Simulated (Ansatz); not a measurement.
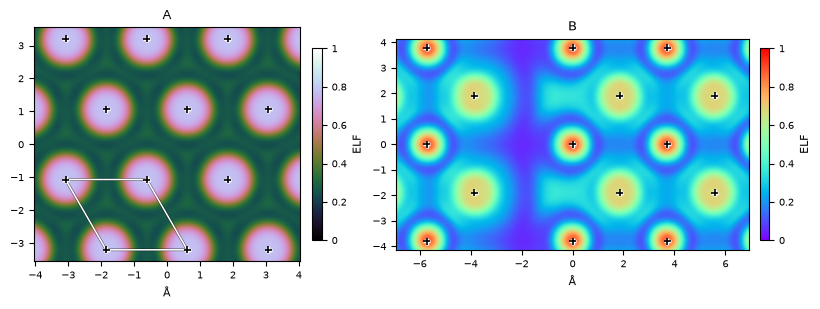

The electron localisation function of 2 systems, each on a plane through atoms (crosses mark nuclei in the plane).

These are results of Ansatz, DFT PBEsol, scalar-relativistic, plane waves, PAW, not measurements.

System 1: Rh, the (001) plane of the conventional cell. Space group P6₃/mmc; a structure from a database of computed crystals, not necessarily the ambient phase; computed pressure about 24 GPa in this cell; computed without spin polarisation.

System 2: FePt, the (110) plane of the conventional cell. Space group P4mm; not relaxed (largest force 0.7 eV/Å); computed pressure about −5 GPa in this cell; spin-polarised.

**Match each panel to its system.**

Panel A is system 1, Rh: the plane holds Rh. Rh–Rh (2.46 Å): the ELF is about 0.25 at the midpoint (no localised pair shows between them). Panel B is system 2, FePt: the plane holds Fe and Pt. Fe–Pt (2.66 Å): the ELF is about 0.30 at the midpoint.
